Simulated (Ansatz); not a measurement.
BN (space group P6_3/mmc, No. 194): coordinates from a relaxation with DFT PBE+D3(BJ), scalar-relativistic, plane waves, PAW (Ansatz 0.2.0).

```
B N
1.0
     2.50644    0.00000    0.00000
    -1.25322    2.17064    0.00000
     0.00000    0.00000    6.61685
B N
2 2
Direct
  0.33333 0.66667 0.25000
  0.66667 0.33333 0.75000
  0.33333 0.66667 0.75000
  0.66667 0.33333 0.25000
```

Bonds are taken as B–N below 1.6 Å. The graph is simplified in the usual way: terminal and isolated atoms are pruned, two-connected atoms become edges.

Derive the underlying net.

The result is a uninodal 3-connected, two-periodic (layers) net: B and N are 3-connected nodes. It is the hcb net, known from graphene. The layers lie parallel to (001).

```
   node  links  point symbol  coordination sequence
B and N      3            6³            3 6 9 12 15
```

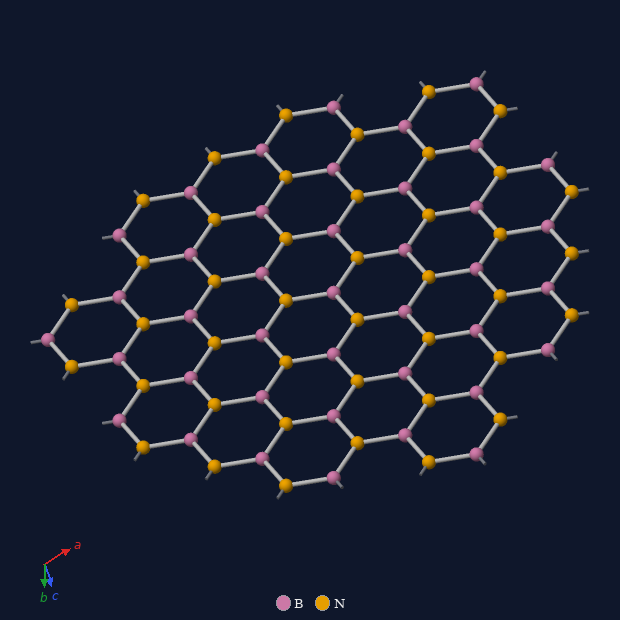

Nodes are coloured by element. One layer is drawn. Edges to nodes outside the piece are drawn as stubs.
